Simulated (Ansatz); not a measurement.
# AlN: geometry relaxation

- system: AlN (P6₃mc, 4 atoms in the cell)
- method: DFT r2SCAN, scalar-relativistic, plane waves, PAW, no spin polarisation (Ansatz 0.2.0)

The structure was made by swapping elements on the sites of another compound; it need not be a known phase. It belongs to a series of runs on one base structure; here: Ga -> Al on all its sites, cell and atoms relaxed.

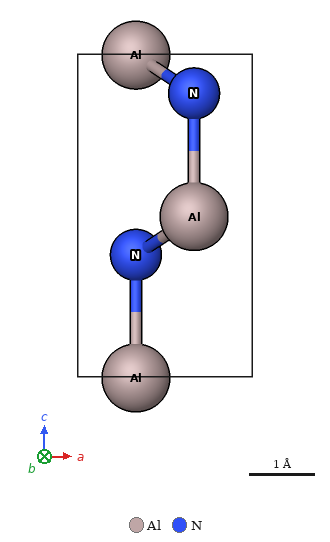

The input geometry (ball-and-stick view of the cell of the calculation, along the b axis).

Summary

| quantity | value |
| --- | --- |
| outcome | converged |
| space group (tolerance 0.01 Å) | P6₃mc (186) |
| electrons treated | 16 |
| free energy | −1856.9704 eV |
| Fermi energy | 9.367 eV |
| gap on the k-point mesh | 4.88 eV |
| pressure | −0.01 GPa |
| final volume | 41.62 Å³ |
| largest force (length of the vector) at the end | 0.001 eV/Å |
| final cell | a = 3.107 Å, b = 3.107 Å, c = 4.979 Å, α = 90.00°, β = 90.00°, γ = 120.00° |
| hardware | 1 thread of Oxide Virtual Turin-like (Zen 5), 32 GiB of memory available, shared host |
| wall time | 26 s |
| peak memory | 0.51 GiB |

The input
```yaml
crystal:
  lattice:
    - [3.1067779176, 0.0, 0.0]
    - [-1.5533889588, 2.6905486005, 0.0]
    - [0.0, 0.0, 4.9788412187]
  atoms:
    - { symbol: Al, position: [0.6666666667, 0.3333333333, 0.49680786] }
    - { symbol: Al, position: [0.3333333333, 0.6666666667, 0.99680786] }
    - { symbol: "N", position: [0.6666666667, 0.3333333333, 0.87819214] }
    - { symbol: "N", position: [0.3333333333, 0.6666666667, 0.37819214] }
basis:
  ecutwfc: 500
kpoints:
  mp_grid: { grid: [12, 12, 6] }
hamiltonian:
  xc: r2scan
scf:
  occupations: { method: gaussian, width: 0.02 }
output:
  forces: true
  stress: true
  eigenvalues: true
  write_density: true
  write_potential: true
  elf: true
  volumetric_format: npy
relax:
  adjacent_minimum: "off"
  f_tol: 0.01
  max_steps: 60
  cell: { stress_tol: 0.1 }
```

Launch command:
```bash
ansatz run input.yaml --threads 1 --pin off --max-ram 2560MiB --backend cpu --events-out ev --progress --plain --runs-dir out
```

What the program printed
```
Engine: ansatz 0.2.0, x86_64-unknown-linux-gnu
Pseudopotentials: kind: paw
Pseudopotential: Al, paw, valence charge 3, recommended cutoff 500 eV (meta_gga), Al.paw.azcp
Pseudopotential: N, paw, valence charge 5, recommended cutoff 500 eV (meta_gga), N.paw.azcp
Functional definition: r2SCAN
  parameter k0 = 0.174
  parameter k1 = 0.065
  parameter a1 = 4.9479
  exchange = r2scan_x(k0 = k0, k1 = k1, a1 = a1)
  correlation = r2scan_c
Crystal: 4 atoms, lattice volume = 41.618 Å³
Basis set: ecut = 500 eV, 1087 PW (Γ), exchange–correlation on 96×96×160 points (64 copies of the dense FFT grid, shifted against one another)
Bands: 12, of which v1, the nominal top of the filled ones, is band 8 counted from 1 (7 counted from 0)
Symmetry: 12 space group operations
Space group: P63mc (ITA 186), of the structure as read, at distance tolerance 3.5e-5 Å
k-points: 76 of 864 (time reversal used)
Non-local potential: Al, projectors of the file, l = 0: 2, l = 1: 2, l = 2: 1
Non-local potential: N, projectors of the file, l = 0: 2, l = 1: 2, l = 2: 1
PAW form: soft (Blöchl's): semilocal exchange-correlation on the pseudo side does not see the compensation charge
PAW frozen core: Al, regenerated for the run's functional (the file was generated under x = pbe(κ = 0.804, μ = 0.2195149727645171), c = pbe(β = 0.06672455060314922))
PAW frozen core: N, regenerated for the run's functional (the file was generated under x = pbe(κ = 0.804, μ = 0.2195149727645171), c = pbe(β = 0.06672455060314922))
PAW one-centre angular grid: Al, 302 points (default); XC on 160 Gauss nodes
PAW one-centre angular grid: N, 302 points (default); XC on 160 Gauss nodes
Initial density: superposition of atomic densities (neutral atoms: chi_scale 0, normalization atom), corrected by the library's trained network
Initial wavefunctions: pseudopotential atomic-orbital guess
Functional: x = r2scan, c = r2scan; τ floored in thin density (d = 2e-4 eV/Å³)
SCF iter   1: F=—  HF=-1856.828112 eV  |F-HF|=—  |Δ(HF+E_count)|=         —  Δρ=6.55e-3  dr2=1.75e-2  dr2_τ=3.14e-1  ethr=1.77e-3  ⟨swp⟩=6.3  Hψ=6229  notcnv=0
preconditioner: auto → none  [insulator: Δε(μ)=4.784 eV  Ē_g=14.230 eV  σ=0.020 eV  W_gap=1.00  n_scr=2 (ndim 8)  ℏωp=23.0 eV  f_vac=0.000  D(μ)=0.00/eV (n_scr^D=0)  ε∞_Penn≈3.6]
SCF iter   2: F=—  HF=-1856.970714 eV  |F-HF|=—  |Δ(HF+E_count)|=   1.43e-1  Δρ=4.50e-3  dr2=3.81e-3  dr2_τ=2.91e-4  ethr=1.09e-4  ⟨swp⟩=3.0  Hψ=2717  notcnv=0
SCF iter   3: F=—  HF=-1856.970386 eV  |F-HF|=—  |Δ(HF+E_count)|=   3.28e-4  Δρ=6.64e-4  dr2=1.35e-4  dr2_τ=5.96e-5  ethr=2.38e-5  ⟨swp⟩=2.0  Hψ=1216  notcnv=0
SCF iter   4: F=—  HF=-1856.970375 eV  |F-HF|=—  |Δ(HF+E_count)|=   1.16e-5  Δρ=1.87e-4  dr2=1.52e-5  dr2_τ=8.96e-7  ethr=8.44e-7  ⟨swp⟩=2.1  Hψ=1434  notcnv=0
SCF iter   5: F=—  HF=-1856.970371 eV  |F-HF|=—  |Δ(HF+E_count)|=   3.56e-6  Δρ=4.71e-5  dr2=1.09e-6  dr2_τ=1.09e-7  ethr=9.53e-8  ⟨swp⟩=2.0  Hψ=1492  notcnv=0
SCF iter   6: F=—  HF=-1856.970371 eV  |F-HF|=—  |Δ(HF+E_count)|=   1.89e-8  Δρ=2.24e-5  dr2=2.47e-7  dr2_τ=4.66e-9  ethr=6.25e-10  ⟨swp⟩=9.0  Hψ=6932  notcnv=0
SCF iter   7: F=-1856.970371 eV  HF=-1856.970371 eV  |F-HF|=1.03e-8  |Δ(HF+E_count)|=   2.59e-8  Δρ=6.24e-6  dr2=1.91e-8  dr2_τ=4.27e-10  ethr=6.25e-10  ⟨swp⟩=7.0  Hψ=4697  notcnv=0
SCF 1 converged in 7 iterations: F = -1856.970371 eV  dr2 = 1.91e-8
  greatest PAW one-centre occupation: 0.794 electrons in one spin orbital (limit 2), on the N atom at site 3 (counted from 0), in its partial waves of l = 0
relax step   1: F+E_penalty+E_count = -1856.97037110 eV  Δ(F+E_penalty+E_count) = +0.000e0 eV  max|allowed force component| = 1.433e-2 eV/Å  Δτ_max = 0.0000 Å  P = -0.016 GPa  Ω = 41.618 Å³  (7 SCF iters, dr2 threshold 1.00e-7 eV, accepted)
Crystal: 4 atoms, lattice volume = 41.616 Å³
Initial density: handed on by an earlier stage of this run
Initial wavefunctions: those handed on with the density
iter 1 solved again at ethr=2.82e-9 eV; its pass at ethr=3.10e-3 eV (dr2=4.51e-7 eV) is discarded
SCF iter   1: F=—  HF=-1856.970379 eV  |F-HF|=—  |Δ(HF+E_count)|=         —  Δρ=3.25e-5  dr2=4.83e-7  dr2_τ=1.49e-6  ethr=2.82e-9  ⟨swp⟩=2.1  Hψ=5802  notcnv=0
preconditioner: auto → none  [insulator: Δε(μ)=4.882 eV  Ē_g=14.180 eV  σ=0.020 eV  W_gap=1.00  n_scr=2 (ndim 8)  ℏωp=23.0 eV  f_vac=0.000  D(μ)=0.00/eV (n_scr^D=0)  ε∞_Penn≈3.6]
SCF iter   2: F=—  HF=-1856.970379 eV  |F-HF|=—  |Δ(HF+E_count)|=   1.34e-7  Δρ=1.28e-5  dr2=5.42e-8  dr2_τ=6.32e-9  ethr=2.82e-9  ⟨swp⟩=2.9  Hψ=1539  notcnv=0
SCF iter   3: F=-1856.970379 eV  HF=-1856.970379 eV  |F-HF|=2.88e-9  |Δ(HF+E_count)|=   3.14e-9  Δρ=5.15e-6  dr2=8.32e-9  dr2_τ=1.95e-9  ethr=8.02e-11  ⟨swp⟩=6.9  Hψ=4504  notcnv=0
SCF 2 converged in 3 iterations: F = -1856.970379 eV  dr2 = 8.32e-9
relax step   2: F+E_penalty+E_count = -1856.97037909 eV  Δ(F+E_penalty+E_count) = -7.981e-6 eV  max|allowed force component| = 1.042e-2 eV/Å  Δτ_max = 0.0002 Å  P = -0.008 GPa  Ω = 41.616 Å³  energy of the carried Pulay correction = +4.430e-7 eV  (3 SCF iters, dr2 threshold 1.28e-8 eV, accepted)
Crystal: 4 atoms, lattice volume = 41.617 Å³
iter 1 solved again at ethr=1.75e-8 eV; its pass at ethr=3.10e-3 eV (dr2=2.79e-6 eV) is discarded
SCF iter   1: F=—  HF=-1856.970388 eV  |F-HF|=—  |Δ(HF+E_count)|=         —  Δρ=8.91e-5  dr2=3.16e-6  dr2_τ=7.30e-6  ethr=1.75e-8  ⟨swp⟩=2.8  Hψ=6023  notcnv=0
preconditioner: auto → none  [insulator: Δε(μ)=4.879 eV  Ē_g=14.180 eV  σ=0.020 eV  W_gap=1.00  n_scr=2 (ndim 8)  ℏωp=23.0 eV  f_vac=0.000  D(μ)=0.00/eV (n_scr^D=0)  ε∞_Penn≈3.6]
SCF iter   2: F=—  HF=-1856.970387 eV  |F-HF|=—  |Δ(HF+E_count)|=   9.64e-7  Δρ=3.41e-5  dr2=3.66e-7  dr2_τ=1.30e-8  ethr=1.75e-8  ⟨swp⟩=2.4  Hψ=1486  notcnv=0
SCF iter   3: F=-1856.970387 eV  HF=-1856.970387 eV  |F-HF|=2.66e-9  |Δ(HF+E_count)|=   6.51e-8  Δρ=6.35e-6  dr2=6.02e-9  dr2_τ=2.81e-10  ethr=4.24e-11  ⟨swp⟩=5.1  Hψ=5153  notcnv=0
SCF 3 converged in 3 iterations: F = -1856.970387 eV  dr2 = 6.02e-9
relax step   3: F+E_penalty+E_count = -1856.97038671 eV  Δ(F+E_penalty+E_count) = -7.628e-6 eV  max|allowed force component| = 8.010e-4 eV/Å  Δτ_max = 0.0004 Å  P = -0.013 GPa  Ω = 41.617 Å³  energy of the carried Pulay correction = +2.603e-7 eV  (3 SCF iters, dr2 threshold 6.79e-9 eV, accepted)
Initial wavefunctions: pseudopotential atomic-orbital guess (no wavefunctions were taken with the density)
iter 1 solved again at ethr=6.01e-9 eV; its pass at ethr=3.10e-3 eV (dr2=9.62e-7 eV) is discarded
SCF iter   1: F=—  HF=-1856.970386 eV  |F-HF|=—  |Δ(HF+E_count)|=         —  Δρ=6.26e-6  dr2=5.93e-9  dr2_τ=2.86e-10  ethr=6.01e-9  ⟨swp⟩=3.5  Hψ=9114  notcnv=0
SCF iter   2: F=—  HF=-1856.970386 eV  |F-HF|=—  |Δ(HF+E_count)|=   1.81e-9  Δρ=3.02e-6  dr2=1.42e-9  dr2_τ=6.61e-11  ethr=3.70e-11  ⟨swp⟩=2.2  Hψ=1401  notcnv=0
SCF iter   3: F=-1856.970386 eV  HF=-1856.970386 eV  |F-HF|=9.35e-11  |Δ(HF+E_count)|=  9.71e-10  Δρ=5.90e-7  dr2=1.29e-10  dr2_τ=2.05e-11  ethr=1.00e-12  ⟨swp⟩=4.2  Hψ=4567  notcnv=0
SCF 4 converged in 3 iterations: F = -1856.970386 eV  dr2 = 1.29e-10
relax step   4: F+E_penalty+E_count = -1856.97038571 eV  Δ(F+E_penalty+E_count) = +1.007e-6 eV  max|allowed force component| = 7.428e-4 eV/Å  Δτ_max = 0.0000 Å  P = -0.013 GPa  Ω = 41.617 Å³  stress off target by 4.50e-2 GPa  SCF on the basis re-selected at this cell (its energy is not comparable with the rows above)  (3 SCF iters)
```

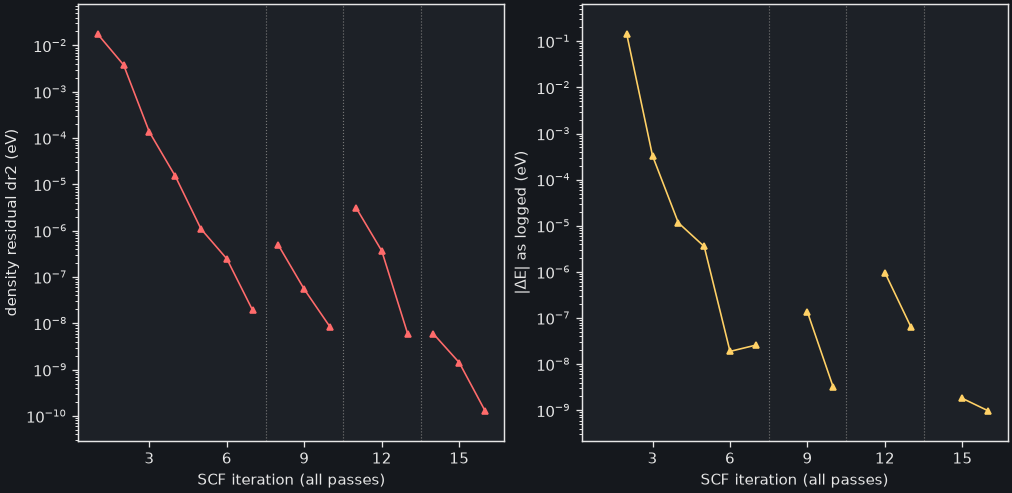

Convergence of the self-consistent field: density residual dr2 and size of the energy change against the SCF iteration. The dotted lines part the SCF passes of the relaxation: geometry steps, rejected trials and re-solves on a re-selected basis. The passes take 7, 3, 3 and 3 iterations.

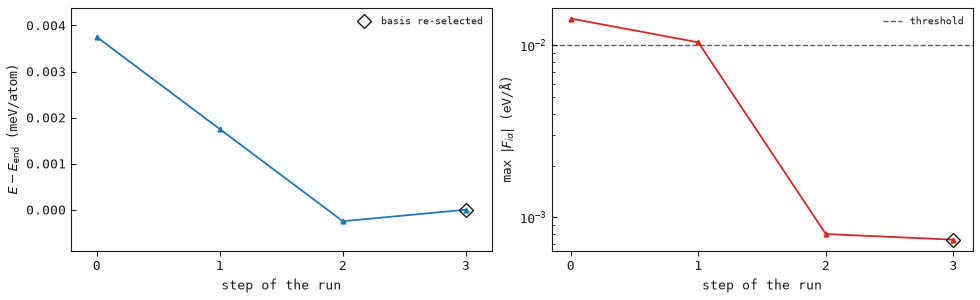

Progress of the relaxation, step by step (the first geometry is step 0 here and step 1 in the log). The atoms keep their places (all moves are under 0.005 Å). The cell stays as it was. The space group stays P6_3mc (No. 186). The energy falls by next to nothing (0.0 meV per atom) in 2 geometry steps. Largest force component: 0.014 eV/Å at the start, 0.00074 eV/Å at the end. Pressure: −0.02 GPa at the start and −0.01 GPa at the end. A last SCF at the same geometry on a re-selected plane-wave basis shifts the energy by +0.0 meV per atom. (Atoms are counted from 1 in the order of the input.)

```
basis re-selected at this cell: Δ(F+E_penalty+E_count) = +1.007e-6 eV, ΔP = +0.000 GPa vs the last step (what re-selecting the basis moved, of the pressure what is left beyond the Pulay correction that the steps carried, after the strain that the cell walked since its last selection, with what the two solves' SCF thresholds leave and, on support functions, any second-order correction that the steps lacked; it is no measure of the basis error at this ecutwfc). This SCF's stress stands 4.50e-2 GPa from its target on what of the cell is left free (relax.cell.stress_tol is 1.00e-1 GPa) and its largest allowed force component is 7.43e-4 eV/Å (relax.f_tol is 1.00e-2 eV/Å): within both
SCF converged after 3 iterations
Free energy (F): -1856.970386 eV
Harris-Foulkes:  -1856.970386 eV  (|F-HF|=9.35e-11)
Internal energy: -1856.970386 eV  (E = F + TS)
E sigma→0 (E₀):  -1856.970386 eV
Fermi energy:    9.367002 eV
--- Per-component energies (eV) ---
  E_band       = 23.135458
  E_kinetic    = 321.359634
  E_local      = -448.713880  (includes V_loc(G=0)·N_el)
  E_nonlocal   = 108.521213
  E_hartree    = 157.354214
  E_xc         = -197.822216
  E_vxc        = -238.486196  (∫ρ·V_xc dr)
  E_paw        = -1204.934724  (= ΣΔE_a)
  E_vpaw       = -47.057034  (= ΣTr[D̂ρ^β])
  E_aug_tail   = 0.000038  (compensation charges beyond the density's cutoff)
  E_vtau       = 12.802997  (kinetic-family band-sum trace: ∫τ·v_τ [+ j·A + Jᵃ·Aᵃ] dr)
  E_ewald      = -592.555319
  E_core_change = -0.179345  (= ΣΔE_core)
  E_smearing   = -0.000000  (= −TS)
  E_closure    = -0.000000  (closes the sum)
  Σ components = -1856.970386   (vs F -1856.970386, Δ=0.00e0)
--- Forces (eV/Å), atoms counted from 1 ---
  atom   1  Al     0.00000000     0.00000000     0.00076589
  atom   2  Al     0.00000000    -0.00000000     0.00076589
  atom   3  N      0.00000000    -0.00000000    -0.00071967
  atom   4  N     -0.00000000     0.00000000    -0.00071967
  max |Σ_I F_I| component: 9.24e-5 eV/Å
--- Stress (GPa, compression-positive) ---
        0.003461       0.000000       0.000000
        0.000000       0.003461      -0.000000
        0.000000      -0.000000      -0.044995
  P = ⅓ Tr σ = -0.0127 GPa (-0.127 kbar)
--- Band table (eV; the first three rows and the last of 76) ---
  k-point 0: bands = ["-9.0533", "-6.9399", "0.8590", "6.0428", "6.0428", "6.7049", "6.7049", "6.9273", "11.8067", "14.4552", "18.5269", "18.9811"]
  k-point 1: bands = ["-8.9465", "-7.1382", "1.2280", "6.0848", "6.0848", "6.3296", "6.6582", "6.6582", "12.3008", "14.5140", "18.3435", "18.9417"]
  k-point 2: bands = ["-8.6378", "-7.6167", "2.2075", "5.0208", "6.2012", "6.2012", "6.5322", "6.5322", "13.2880", "14.5414", "18.0589", "18.9852"]
  k-point 75: bands = ["-6.5484", "-6.5484", "2.0596", "2.0596", "3.0073", "3.0073", "6.1140", "6.1140", "15.0769", "15.0769", "15.5702", "15.5702"]
--- Relaxed structure (3 steps of the walk, 3 accepted, 1 SCFs on fresh bases) ---
  F+E_penalty+E_count = -1856.97038571 eV   max|allowed force component| = 7.428e-4 eV/Å   (the final SCF, on the basis selected at the relaxed cell)
  cell:  # Å, volume = 41.6167 Å³
    - [3.1066583007961737, 0.0, -1.151064501063404e-34]
    - [-1.5533291503980868, 2.6904450093672847, 5.75532250531702e-35]
    - [-2.3058324151819002e-34, 3.6893318642910404e-34, 4.979095665404548]
  atoms:
    - { symbol: Al, position: [0.6666666666666666, 0.3333333333333333, 0.49670024238348764] }
    - { symbol: Al, position: [0.3333333333333333, 0.6666666666666666, 0.9967002423834875] }
    - { symbol: N, position: [0.6666666666666666, 0.3333333333333333, 0.878299757616512] }
    - { symbol: N, position: [0.3333333333333333, 0.6666666666666666, 0.37829975761651213] }
```

Trajectory as extended XYZ (Å, eV, eV/Å), 4 frames, from step=1 to step=4
```
4
Lattice="3.1068 0.0000 0.0000 -1.5534 2.6905 0.0000 0.0000 0.0000 4.9788" Properties=species:S:1:pos:R:3:forces:R:3 step=1 energy=-1856.97037 pressure_GPa=-0.02
Al    1.5534    0.8969    2.4735    0.0000   0.0000  -0.0143
Al    0.0000    1.7937    4.9629    0.0000   0.0000  -0.0143
N     1.5534    0.8969    4.3724    0.0000   0.0000   0.0143
N     0.0000    1.7937    1.8830    0.0000   0.0000   0.0143
4
Lattice="3.1068 0.0000 0.0000 -1.5534 2.6906 0.0000 0.0000 0.0000 4.9786" Properties=species:S:1:pos:R:3:forces:R:3 step=2 energy=-1856.97038 pressure_GPa=-0.01
Al    1.5534    0.8969    2.4732    0.0000   0.0000  -0.0104
Al    0.0000    1.7937    4.9625    0.0000   0.0000  -0.0104
N     1.5534    0.8969    4.3723    0.0000   0.0000   0.0104
N     0.0000    1.7937    1.8830    0.0000   0.0000   0.0104
4
Lattice="3.1067 0.0000 0.0000 -1.5533 2.6904 0.0000 0.0000 0.0000 4.9791" Properties=species:S:1:pos:R:3:forces:R:3 step=3 energy=-1856.97039 pressure_GPa=-0.01
Al    1.5533    0.8968    2.4731    0.0000   0.0000   0.0008
Al    0.0000    1.7936    4.9627    0.0000   0.0000   0.0008
N     1.5533    0.8968    4.3731    0.0000   0.0000  -0.0008
N     0.0000    1.7936    1.8836    0.0000   0.0000  -0.0008
4
Lattice="3.1067 0.0000 0.0000 -1.5533 2.6904 0.0000 0.0000 0.0000 4.9791" Properties=species:S:1:pos:R:3:forces:R:3 step=4 energy=-1856.97039 pressure_GPa=-0.01
Al    1.5533    0.8968    2.4731    0.0000   0.0000   0.0008
Al    0.0000    1.7936    4.9627    0.0000   0.0000   0.0008
N     1.5533    0.8968    4.3731    0.0000   0.0000  -0.0007
N     0.0000    1.7936    1.8836    0.0000   0.0000  -0.0007
```

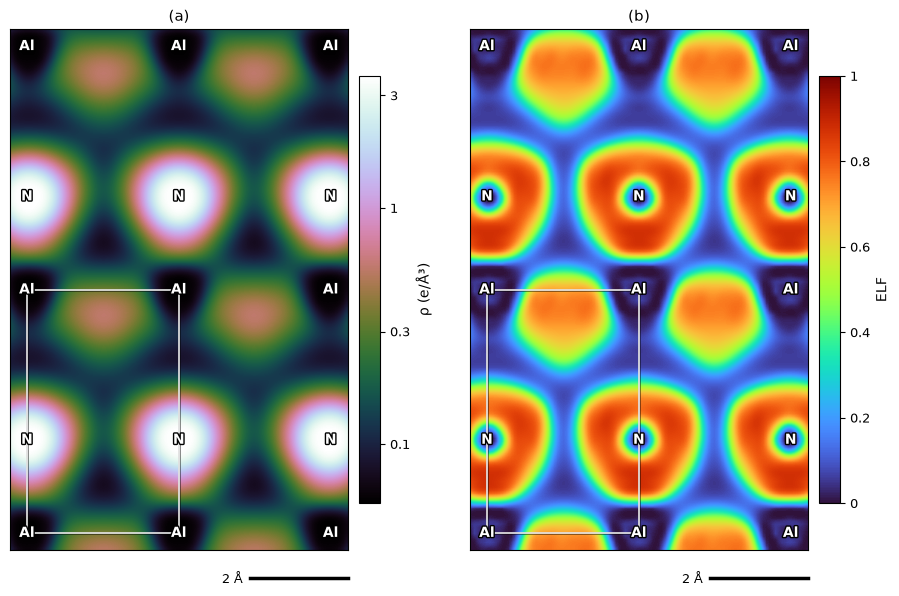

(a) valence electron density; (b) electron localisation function on the (010) plane of the conventional cell. Al–N (1.90 Å): ρ is about 0.68 e/Å³ halfway; the ELF is about 0.90 at the midpoint. Away from the nuclei the density in this plane falls to 0.07 e/Å³ at its lowest. The fields are those of the smooth PAW valence density.
